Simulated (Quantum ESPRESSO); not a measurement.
## Single-point calculation, with input and output: SiC

System: SiC (F-43m, 2 atoms in the cell).
Method: Kohn-Sham DFT of a periodic cell, SCAN, SG15 PBE 1.2, no spin polarisation (Quantum ESPRESSO 7.5).

The structure derives from an entry of the Crystallography Open Database. The volume is scaled by 0.98.

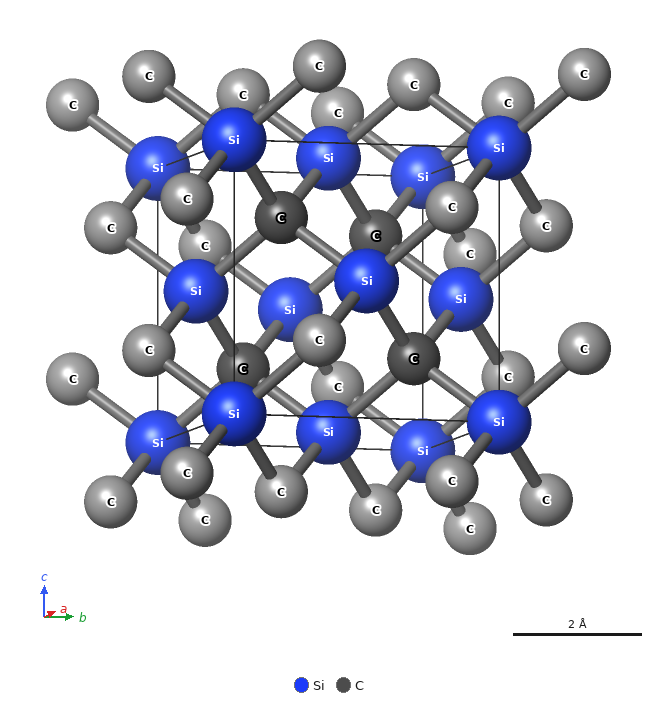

**Figure 1.** The input geometry (ball-and-stick view of the cell 4 times as large as that of the calculation, set on its symmetry axes, seen at an oblique angle; neighbours outside the cell are drawn fainter).

Input file
```
&CONTROL
  calculation = 'scf'
  prefix = 'pwscf'
  outdir = './tmp'
  pseudo_dir = './pseudo'
  tprnfor = .true.
  tstress = .true.
  disk_io = 'nowf'
/
&SYSTEM
  ibrav = 0
  nat = 2
  ntyp = 2
  ecutwfc = 88
  nbnd = 9
  input_dft = 'scan'
  occupations = 'smearing'
  smearing = 'fd'
  degauss = 0.00367493
  nosym = .true.
  nr1 = 36
  nr2 = 36
  nr3 = 36
/
&ELECTRONS
  conv_thr = 1d-08
  electron_maxstep = 120
  mixing_beta = 0.5
/
ATOMIC_SPECIES
Si    28.0850 Si_ONCV_PBE-1.2.upf
C     12.0110 C_ONCV_PBE-1.2.upf
CELL_PARAMETERS angstrom
   0.0000000000    2.1643753983    2.1643753983
   2.1643753983    0.0000000000    2.1643753983
   2.1643753983    2.1643753983    0.0000000000
ATOMIC_POSITIONS crystal
Si     0.0000000000    0.0000000000    0.0000000000
C      0.7500000000    0.7500000000    0.7500000000
K_POINTS automatic
8 8 8 0 0 0
```

Hardware: 2 threads of Arm Neoverse V1, 24 GiB of memory available, shared host.

Command:
```bash
OMP_NUM_THREADS=1 mpirun -n 2 pw.x -nk 2 -in pw.in > pw.out
```

What the program printed
```
This program is part of the open-source Quantum ESPRESSO suite
     for quantum simulation of materials; please cite
         "P. Giannozzi et al., J. Phys.:Condens. Matter 21 395502 (2009);
         "P. Giannozzi et al., J. Phys.:Condens. Matter 29 465901 (2017);
         "P. Giannozzi et al., J. Chem. Phys. 152 154105 (2020);
          URL
     in publications or presentations arising from this work. More details at

     IMPORTANT: XC functional enforced from input :
     Exchange-correlation= SCAN
                           (   0   0   0   0   0 263 267)
     Any further DFT definition will be discarded
     Please, verify this is what you really want

     K-points division:     npool     =       2
     Subspace diagonalization in iterative solution of the eigenvalue problem:
     a serial algorithm will be used

     G-vector sticks info
     --------------------
     sticks:   dense  smooth     PW     G-vecs:    dense   smooth      PW
     Sum         817     817    253                15353    15353    2733

     Using Slab Decomposition

     bravais-lattice index     =            0
     lattice parameter (alat)  =       5.7842  a.u.
     unit-cell volume          =     136.8436 (a.u.)^3
     number of atoms/cell      =            2
     number of atomic types    =            2
     number of electrons       =         8.00
     number of Kohn-Sham states=            9
     kinetic-energy cutoff     =      88.0000  Ry
     charge density cutoff     =     352.0000  Ry
     scf convergence threshold =      1.0E-08
     mixing beta               =       0.5000
     number of iterations used =            8  plain     mixing
     Exchange-correlation= SCAN
                           (   0   0   0   0   0 263 267)

     celldm(1)=   5.784242  celldm(2)=   0.000000  celldm(3)=   0.000000
     celldm(4)=   0.000000  celldm(5)=   0.000000  celldm(6)=   0.000000

     crystal axes: (cart. coord. in units of alat)
               a(1) = (   0.000000   0.707107   0.707107 )
               a(2) = (   0.707107   0.000000   0.707107 )
               a(3) = (   0.707107   0.707107   0.000000 )

     reciprocal axes: (cart. coord. in units 2 pi/alat)
               b(1) = ( -0.707107  0.707107  0.707107 )
               b(2) = (  0.707107 -0.707107  0.707107 )
               b(3) = (  0.707107  0.707107 -0.707107 )

     PseudoPot. # 1 for Si read from file:
     Si_ONCV_PBE-1.2.upf
     Pseudo is Norm-conserving, Zval =  4.0
     Generated using ONCVPSP code by D. R. Hamann
     Using radial grid of  602 points,  4 beta functions with:
                l(1) =   0
                l(2) =   0
                l(3) =   1
                l(4) =   1

     PseudoPot. # 2 for C  read from file:
     C_ONCV_PBE-1.2.upf
     Pseudo is Norm-conserving, Zval =  4.0
     Generated using ONCVPSP code by D. R. Hamann
     Using radial grid of  602 points,  4 beta functions with:
                l(1) =   0
                l(2) =   0
                l(3) =   1
                l(4) =   1

     atomic species   valence    mass     pseudopotential
     Si                4.00    28.08500     Si( 1.00)
     C                 4.00    12.01100     C ( 1.00)

     No symmetry found

   Cartesian axes

     site n.     atom                  positions (alat units)
         1        Si     tau(   1) = (   0.0000000   0.0000000   0.0000000  )
         2        C      tau(   2) = (   1.0606602   1.0606602   1.0606602  )

     number of k points=   260  Fermi-Dirac smearing, width (Ry)=  0.0037

     Number of k-points >= 100: set verbosity='high' to print them.

     Dense  grid:    15353 G-vectors     FFT dimensions: (  36,  36,  36)

     WARNING: libxc functional with ID  263 depends
      on external parameters: check the user_guide of
      QE if you need to modify them or to check their
      default values.

     Initial potential from superposition of free atoms

     starting charge       7.9468, renormalised to       8.0000
     Starting wfcs are random

     Self-consistent Calculation

     iteration #  1     ecut=    88.00 Ry     beta= 0.50
     Davidson diagonalization with overlap
     ethr =  1.00E-02,  avg # of iterations =  8.3

     total energy              =     -19.23392386 Ry
     estimated scf accuracy    <       2.02955999 Ry

     iteration #  2     ecut=    88.00 Ry     beta= 0.50
     Davidson diagonalization with overlap
     ethr =  1.00E-02,  avg # of iterations =  1.0

     total energy              =     -19.30444126 Ry
     estimated scf accuracy    <       0.18576234 Ry

     iteration #  3     ecut=    88.00 Ry     beta= 0.50
     Davidson diagonalization with overlap
     ethr =  2.32E-03,  avg # of iterations =  1.0

     total energy              =     -19.30971028 Ry
     estimated scf accuracy    <       0.01954050 Ry

     iteration #  4     ecut=    88.00 Ry     beta= 0.50
     Davidson diagonalization with overlap
     ethr =  2.44E-04,  avg # of iterations =  1.1

     total energy              =     -19.31036766 Ry
     estimated scf accuracy    <       0.00006021 Ry

     iteration #  5     ecut=    88.00 Ry     beta= 0.50
     Davidson diagonalization with overlap
     ethr =  7.53E-07,  avg # of iterations =  6.1

     total energy              =     -19.31049195 Ry
     estimated scf accuracy    <       0.00009294 Ry

     iteration #  6     ecut=    88.00 Ry     beta= 0.50
     Davidson diagonalization with overlap
     ethr =  7.53E-07,  avg # of iterations =  1.0

     total energy              =     -19.31050104 Ry
     estimated scf accuracy    <       0.00000360 Ry

     iteration #  7     ecut=    88.00 Ry     beta= 0.50
     Davidson diagonalization with overlap
     ethr =  4.50E-08,  avg # of iterations =  2.0

     total energy              =     -19.31050234 Ry
     estimated scf accuracy    <       0.00000102 Ry

     iteration #  8     ecut=    88.00 Ry     beta= 0.50
     Davidson diagonalization with overlap
     ethr =  1.28E-08,  avg # of iterations =  1.9

     total energy              =     -19.31050250 Ry
     estimated scf accuracy    <       0.00000001 Ry

     iteration #  9     ecut=    88.00 Ry     beta= 0.50
     Davidson diagonalization with overlap
     ethr =  1.65E-10,  avg # of iterations =  3.0

     End of self-consistent calculation

     Number of k-points >= 100: set verbosity='high' to print the bands.

     the Fermi energy is    10.4600 ev

!    total energy              =     -19.31050251 Ry
     estimated scf accuracy    <          7.3E-09 Ry
     smearing contrib. (-TS)   =      -0.00000000 Ry
     internal energy E=F+TS    =     -19.31050251 Ry

     The total energy is F=E-TS. E is the sum of the following terms:
     one-electron contribution =       5.53906043 Ry
     hartree contribution      =       2.35194883 Ry
     xc contribution           =      -6.12885854 Ry
     ewald contribution        =     -21.07265323 Ry

     convergence has been achieved in   9 iterations

     Forces acting on atoms (cartesian axes, Ry/au):

     atom    1 type  1   force =    -0.00000006   -0.00000013   -0.00000014
     atom    2 type  2   force =     0.00000006    0.00000013    0.00000014

     Total force =     0.000000     Total SCF correction =     0.000000
     SCF correction compared to forces is large: reduce conv_thr to get better values

     Computing stress (Cartesian axis) and pressure

          total   stress  (Ry/bohr**3)                   (kbar)     P=       59.77
   0.00040633  -0.00000000  -0.00000000           59.77       -0.00       -0.00
  -0.00000000   0.00040633  -0.00000000           -0.00       59.77       -0.00
  -0.00000000  -0.00000000   0.00040633           -0.00       -0.00       59.77

=------------------------------------------------------------------------------=
   JOB DONE.
=------------------------------------------------------------------------------=
```

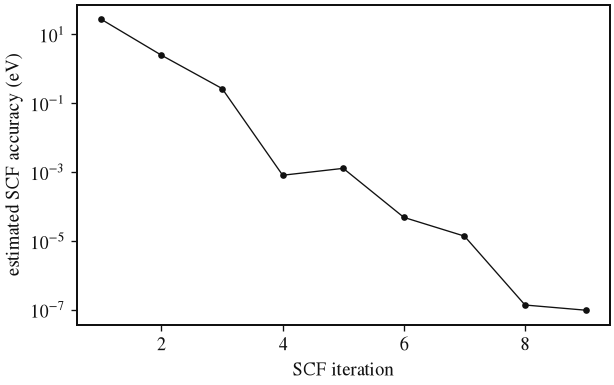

**Figure 2.** Convergence of the self-consistent field: estimated SCF accuracy against the iteration. The field takes 9 iterations in all.

Results in brief

```csv
quantity,value
outcome,converged
space group (tolerance 0.01 Å),F-43m (216)
electrons treated,8
free energy,−262.7328 eV
Fermi energy,10.460 eV
gap on the k-point mesh,1.68 eV
pressure,5.98 GPa
largest force (length of the vector),under 0.001 eV/Å
wall time,2.2 min (CPU time 4.4 min)
peak memory,0.2 GiB
```

Remarks

Further notes kept with the run: potentials made for another functional. Notes on the run: SCF correction compared to forces is large. Points of doubt noted for this run: potentials made for another functional. The cell is under a pressure of 6.0 GPa at this level, so it is not at its equilibrium volume.
